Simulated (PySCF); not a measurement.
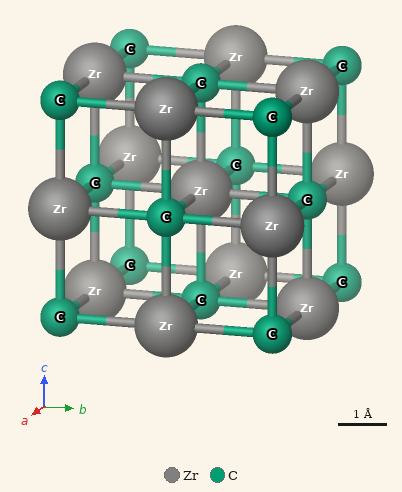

The structure as given in the input (ball-and-stick view of the cell 4 times as large as that of the calculation, set on its symmetry axes, seen slightly off an axis). An atom can appear more than once, as a periodic image.

**Run report: ZrC, tune calculation**

System: ZrC (2 atoms in the cell).
Method: Kohn-Sham DFT of a periodic cell in Gaussian orbitals, LDA, DZVP-MOLOPT-SR/GTH-PBE, no spin polarisation (PySCF 2.14.0).

The structure derives from an entry of the Crystallography Open Database. It belongs to a series of runs on one base structure; here: coulomb method = fft.

### Output
```
Discarded 0 diffused primitive functions, 0 contracted functions

PySCF version 2.14.0

[INPUT] verbose = 4
[INPUT] num. atoms = 2
[INPUT] num. electrons = 16
[INPUT] charge = 0
[INPUT] spin (= nelec alpha-beta = 2S) = 0
[INPUT] symmetry False subgroup None
[INPUT] Mole.unit = A
[INPUT] Symbol           X                Y                Z      unit          X                Y                Z       unit  Magmom
[INPUT]  1 Zr     2.365000000000   2.365000000000   2.365000000000 AA    4.469202284596   4.469202284596   4.469202284596 Bohr   0.0
[INPUT]  2 C      0.000000000000   0.000000000000   0.000000000000 AA    0.000000000000   0.000000000000   0.000000000000 Bohr   0.0

nuclear repulsion = -46.8871308249176
number of shells = 7
number of NR pGTOs = 157
number of NR cGTOs = 39
basis = {'C': 'DZVP-MOLOPT-SR-GTH-q4', 'Zr': 'DZVP-MOLOPT-SR-GTH-q12'}
ecp = {}
lattice vectors  a1 [0.000000000, 4.469202285, 4.469202285]
                 a2 [4.469202285, 0.000000000, 4.469202285]
                 a3 [4.469202285, 4.469202285, 0.000000000]
dimension = 3
low_dim_ft_type = None
Cell volume = 178.534
exp_to_discard = 0.02
rcut = 36.370812609706434 (nimgs = [8 8 8])
precision = 1e-08
pseudo = {'C': 'GTH-PBE-q4', 'Zr': 'GTH-PBE-q12'}
ke_cutoff = 160
    = [37 37 37] mesh (50653 PWs)

******** <class 'pyscf.pbc.scf.smearing.SmearingKRKS'> ********
method = SmearingKRKS
initial guess = minao
damping factor = 0
level_shift factor = 0
DIIS = <class 'pyscf.scf.diis.CDIIS'>
diis_start_cycle = 1
diis_space = 8
diis_damp = 0
SCF conv_tol = 1e-07
SCF conv_tol_grad = None
SCF max_cycles = 60
direct_scf = True
direct_scf_tol = 1e-13

******** PBC SCF flags ********
N kpts = 27
Exchange divergence treatment (exxdiv) = ewald
    madelung (= occupied orbital energy shift) = 0.17097988194731661
    Total energy shift due to Ewald probe charge = -1/2 * Nelec*madelung = -1.36783905558
Smearing method = fermi
DF object = <pyscf.pbc.df.fft.FFTDF object>
XC functionals = LDA_X,LDA_C_PW
small_rho_cutoff = 0
Uniform grid, mesh = [37 37 37]
Set gradient conv threshold to 0.000316228
nelec by numeric integration = 16.003607931478587
init E= -52.8617821326046
    sigma = 0.00183747  Optimized mu = 0.546611557717  entropy = 0.499853462324
nelec by numeric integration = 16.000000000000007
    Total E(T) = -52.7654632017649  Free energy = -52.7663816675063  E0 = -52.7659224346356
cycle= 1 E= -52.7654632017649  delta_E= 0.0963  |g|= 0.716  |ddm|= 16.8
    sigma = 0.00183747  Optimized mu = 0.516425900173  entropy = 0.499854311142
nelec by numeric integration = 15.999999999999936
    Total E(T) = -52.7697855529862  Free energy = -52.7707040202873  E0 = -52.7702447866367
cycle= 2 E= -52.7697855529862  delta_E= -0.00432  |g|= 0.479  |ddm|=  5.6
    sigma = 0.00183747  Optimized mu = 0.533859310445  entropy = 0.499853474094
nelec by numeric integration = 16.000000000000007
    Total E(T) = -52.7712043032477  Free energy = -52.7721227690108  E0 = -52.7716635361293
cycle= 3 E= -52.7712043032477  delta_E= -0.00142  |g|= 0.442  |ddm|= 1.51
    sigma = 0.00183747  Optimized mu = 0.529128378001  entropy = 0.49985346604
nelec by numeric integration = 16.000000000000004
    Total E(T) = -52.773698234604  Free energy = -52.7746167003523  E0 = -52.7741574674781
cycle= 4 E= -52.773698234604  delta_E= -0.00249  |g|= 0.00438  |ddm|= 0.669
    sigma = 0.00183747  Optimized mu = 0.529054385234  entropy = 0.499853466179
nelec by numeric integration = 16.000000000000007
    Total E(T) = -52.7736984753955  Free energy = -52.774616941144  E0 = -52.7741577082697
cycle= 5 E= -52.7736984753955  delta_E= -2.41e-07  |g|= 6.6e-05  |ddm|= 0.00694
    sigma = 0.00183747  Optimized mu = 0.529052328263  entropy = 0.49985346618
nelec by numeric integration = 16.000000000000007
    Total E(T) = -52.7736984754663  Free energy = -52.7746169412148  E0 = -52.7741577083406
cycle= 6 E= -52.7736984754663  delta_E= -7.08e-11  |g|= 1.88e-07  |ddm|= 0.000381
    sigma = 0.00183747  Optimized mu = 0.529052338154  entropy = 0.49985346618
nelec by numeric integration = 16.000000000000004
    Total E(T) = -52.7736984754664  Free energy = -52.7746169412149  E0 = -52.7741577083406
Extra cycle  E= -52.7736984754664  delta_E= -4.26e-14  |g|= 2.73e-07  |ddm|= 1.51e-06
converged SCF energy = -52.7736984754664
levels (eV)
k  0.0000  0.0000  0.0000   -34.126 -11.479 -11.479 -11.479 3.357 15.564 15.564 15.564 15.623 15.623 15.623 17.335 17.335
k -0.0000 -0.0000  0.3333   -34.056 -12.104 -11.538 -11.538 5.367 10.657 12.200 12.200 17.934 17.934 18.118 22.904 22.904
k -0.0000 -0.0000  0.6667   -34.056 -12.104 -11.538 -11.538 5.367 10.657 12.200 12.200 17.934 17.934 18.118 22.904 22.904
k  0.0000  0.3333 -0.0000   -34.056 -12.104 -11.538 -11.538 5.367 10.657 12.200 12.200 17.934 17.934 18.118 22.904 22.904
k  0.0000  0.3333  0.3333   -34.033 -12.029 -11.685 -11.685 4.742 11.379 13.313 14.341 14.341 18.497 19.949 19.949 22.099
k -0.0000  0.3333  0.6667   -34.009 -12.020 -11.983 -11.642 5.471 10.887 12.227 12.497 17.176 18.876 19.689 21.576 23.249
k  0.0000  0.6667 -0.0000   -34.056 -12.104 -11.538 -11.538 5.367 10.657 12.200 12.200 17.934 17.934 18.118 22.904 22.904
k  0.0000  0.6667  0.3333   -34.009 -12.020 -11.983 -11.642 5.471 10.887 12.227 12.497 17.176 18.876 19.689 21.576 23.249
k  0.0000  0.6667  0.6667   -34.033 -12.029 -11.685 -11.685 4.742 11.379 13.313 14.341 14.341 18.497 19.949 19.949 22.099
k  0.3333  0.0000  0.0000   -34.056 -12.104 -11.538 -11.538 5.367 10.657 12.200 12.200 17.934 17.934 18.118 22.904 22.904
k  0.3333  0.0000  0.3333   -34.033 -12.029 -11.685 -11.685 4.742 11.379 13.313 14.341 14.341 18.497 19.949 19.949 22.099
k  0.3333 -0.0000  0.6667   -34.009 -12.020 -11.983 -11.642 5.471 10.887 12.227 12.497 17.176 18.876 19.689 21.576 23.249
k  0.3333  0.3333  0.0000   -34.033 -12.029 -11.685 -11.685 4.742 11.379 13.313 14.341 14.341 18.497 19.949 19.949 22.099
k  0.3333  0.3333  0.3333   -34.056 -12.104 -11.538 -11.538 5.367 10.657 12.200 12.200 17.934 17.934 18.118 22.904 22.904
k  0.3333  0.3333  0.6667   -34.009 -12.020 -11.983 -11.642 5.471 10.887 12.227 12.497 17.176 18.876 19.689 21.576 23.249
k  0.3333  0.6667 -0.0000   -34.009 -12.020 -11.983 -11.642 5.471 10.887 12.227 12.497 17.176 18.876 19.689 21.576 23.249
k  0.3333  0.6667  0.3333   -34.009 -12.020 -11.983 -11.642 5.471 10.887 12.227 12.497 17.176 18.876 19.689 21.576 23.249
k  0.3333  0.6667  0.6667   -34.009 -12.020 -11.983 -11.642 5.471 10.887 12.227 12.497 17.176 18.876 19.689 21.576 23.249
k  0.6667  0.0000  0.0000   -34.056 -12.104 -11.538 -11.538 5.367 10.657 12.200 12.200 17.934 17.934 18.118 22.904 22.904
k  0.6667  0.0000  0.3333   -34.009 -12.020 -11.983 -11.642 5.471 10.887 12.227 12.497 17.176 18.876 19.689 21.576 23.249
k  0.6667  0.0000  0.6667   -34.033 -12.029 -11.685 -11.685 4.742 11.379 13.313 14.341 14.341 18.497 19.949 19.949 22.099
k  0.6667  0.3333  0.0000   -34.009 -12.020 -11.983 -11.642 5.471 10.887 12.227 12.497 17.176 18.876 19.689 21.576 23.249
k  0.6667  0.3333  0.3333   -34.009 -12.020 -11.983 -11.642 5.471 10.887 12.227 12.497 17.176 18.876 19.689 21.576 23.249
k  0.6667  0.3333  0.6667   -34.009 -12.020 -11.983 -11.642 5.471 10.887 12.227 12.497 17.176 18.876 19.689 21.576 23.249
k  0.6667  0.6667  0.0000   -34.033 -12.029 -11.685 -11.685 4.742 11.379 13.313 14.341 14.341 18.497 19.949 19.949 22.099
k  0.6667  0.6667  0.3333   -34.009 -12.020 -11.983 -11.642 5.471 10.887 12.227 12.497 17.176 18.876 19.689 21.576 23.249
k  0.6667  0.6667  0.6667   -34.056 -12.104 -11.538 -11.538 5.367 10.657 12.200 12.200 17.934 17.934 18.118 22.904 22.904
Mulliken charges [ 0.16912 -0.16912]
 ** Mulliken pop on meta-lowdin orthogonal AOs **
 ** Mulliken pop  **
pop of  0 Zr 4s           1.99988
pop of  0 Zr 5s           0.59912
pop of  0 Zr 6s           0.00303
pop of  0 Zr 4px          1.99930
pop of  0 Zr 4py          1.99930
pop of  0 Zr 4pz          1.99930
pop of  0 Zr 5px          0.01113
pop of  0 Zr 5py          0.01113
pop of  0 Zr 5pz          0.01113
pop of  0 Zr 4dxy         0.49769
pop of  0 Zr 4dyz         0.49769
pop of  0 Zr 4dz^2        0.66655
pop of  0 Zr 4dxz         0.49769
pop of  0 Zr 4dx2-y2      0.66655
pop of  0 Zr 5dxy         0.00525
pop of  0 Zr 5dyz         0.00525
pop of  0 Zr 5dz^2        0.00381
pop of  0 Zr 5dxz         0.00525
pop of  0 Zr 5dx2-y2      0.00381
pop of  0 Zr 4f-3         0.00292
pop of  0 Zr 4f-2         0.00184
pop of  0 Zr 4f-1         0.00298
pop of  0 Zr 4f+0         0.00283
pop of  0 Zr 4f+1         0.00298
pop of  0 Zr 4f+2         0.00307
pop of  0 Zr 4f+3         0.00292
pop of  1 C 2s            1.29680
pop of  1 C 3s            0.00049
pop of  1 C 2px           1.05213
pop of  1 C 2py           1.05213
pop of  1 C 2pz           1.05213
pop of  1 C 3px           0.00935
pop of  1 C 3py           0.00935
pop of  1 C 3pz           0.00935
pop of  1 C 3dxy          0.00436
pop of  1 C 3dyz          0.00436
pop of  1 C 3dz^2         0.00139
pop of  1 C 3dxz          0.00436
pop of  1 C 3dx2-y2       0.00139
 ** Mulliken atomic charges  **
charge of    0Zr =      0.49761
charge of    1C =     -0.49761
```

The run was set up as follows.

### The input
```python
import json
import numpy as np
from pyscf.pbc import gto, scf, dft, df

cell = gto.Cell()
cell.a = '''
  0.0000000000    2.3650000000    2.3650000000
  2.3650000000    0.0000000000    2.3650000000
  2.3650000000    2.3650000000    0.0000000000'''
cell.atom = '''
Zr   2.3650000000    2.3650000000    2.3650000000
C    0.0000000000    0.0000000000    0.0000000000'''
cell.unit = 'A'
cell.basis = {'C': 'DZVP-MOLOPT-SR-GTH-q4', 'Zr': 'DZVP-MOLOPT-SR-GTH-q12'}
cell.pseudo = {'C': 'GTH-PBE-q4', 'Zr': 'GTH-PBE-q12'}
cell.ke_cutoff = 160  # hartree
cell.exp_to_discard = 0.02
cell.precision = 1e-08
cell.max_memory = 26880  # MB
cell.verbose = 4
cell.build()

res = {}
kpts = cell.make_kpts([3, 3, 3])
mf = dft.KRKS(cell, kpts, xc='LDA_X,LDA_C_PW')
mf = mf.smearing(sigma=0.00183747, method='fermi')  # hartree
mf.conv_tol = 1e-07
mf.max_cycle = 60

mf.kernel()
res.update(converged=bool(mf.converged), e_tot=mf.e_tot, nelec=cell.nelectron, nao=cell.nao, mesh=list(map(int, cell.mesh)), a=cell.lattice_vectors().tolist(), coords=cell.atom_coords().tolist(),
           mo_energy=[np.real(x).tolist() for x in mf.mo_energy], mo_occ=[np.real(x).tolist() for x in mf.mo_occ])
res.update(e_free=mf.e_free, e_zero=mf.e_zero)
res.update(kpts=cell.get_scaled_kpts(kpts).tolist())
res['parts'] = {k: float(np.real(v)) for k, v in mf.scf_summary.items() if np.isscalar(v)}
json.dump(res, open('results.json', 'w'))
if not mf.converged:
    raise SystemExit('SCF not converged')

print('levels (eV)')
for i, kp in enumerate(res['kpts'][:40]):
    print('k %7.4f %7.4f %7.4f  ' % tuple(kp), ' '.join('%.3f' % (x * 27.211386) for x in res['mo_energy'][i][:13]))

# Mulliken populations
dm, s = np.asarray(mf.make_rdm1()), np.asarray(mf.get_ovlp())
sites = cell.aoslice_by_atom()[:, 2:]
tot = np.einsum('kij,kji->i', dm, s).real / len(kpts)
res['mulliken'] = [cell.atom_charge(i) - tot[a0:a1].sum() for i, (a0, a1) in enumerate(sites)]
print('Mulliken charges', np.round(res['mulliken'], 5))
res['meta_lowdin'] = mf.mulliken_meta()[1].tolist()
res['done'] = True
json.dump(res, open('results.json', 'w'))
```

Launched with:
```bash
OMP_NUM_THREADS=8 python -u run.py > log
```

### Key numbers

```json
{"quantity": "outcome", "value": "converged"}
{"quantity": "space group (tolerance 0.01 Å)", "value": "Fm-3m (225)"}
{"quantity": "electrons treated", "value": "16"}
{"quantity": "free energy", "value": "−1436.0705 eV"}
{"quantity": "total energy", "value": "−1436.0455 eV"}
{"quantity": "Fermi energy", "value": "14.396 eV"}
{"quantity": "gap on the k-point mesh", "value": "none (metallic)"}
{"quantity": "hardware", "value": "8 threads of Arm Neoverse N1, 90 GiB of memory available, host not shared"}
{"quantity": "wall time", "value": "1.9 min (CPU time 13 min)"}
{"quantity": "peak memory", "value": "1.8 GiB"}
```

Points of doubt noted for this run: coarse mesh; density mesh low for hard elements. The k-point mesh is coarse for a cell of this size, so the results may not be converged.
